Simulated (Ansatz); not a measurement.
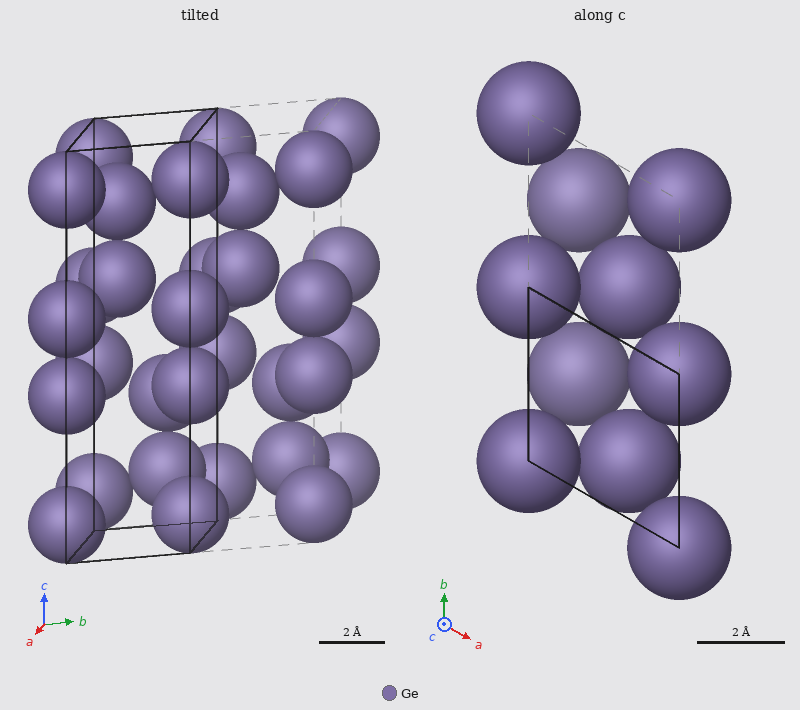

Space-filling drawing of the structure, looking slightly off an axis and along the c axis. 1×2×1 cells are drawn; the solid outline is the conventional unit cell.

Ge, space group P6_3/mmc (No. 194), a = 4.00 Å, b = 4.00 Å, c = 13.15 Å, α = 90.00°, β = 90.00°, γ = 120.00°.

Setup: Ansatz, DFT r2SCAN, scalar-relativistic, plane waves, PAW; cutoff 500 eV, k-grid 12×12×4, Gaussian smearing of 0.03 eV, no spin polarisation.

> Metal or not?

A semiconductor at this level, with a gap of 0.27 eV on the k-mesh (the true edges may lie between mesh points, so the gap can be somewhat smaller).

The starting point was a structure listed in the Materials Project. Earlier steps of the study, as a rule a relaxation of our own, may have changed the cell and positions, so they can lie some per cent off the listed ones. Ansatz was used for an electronic-structure calculation on it.
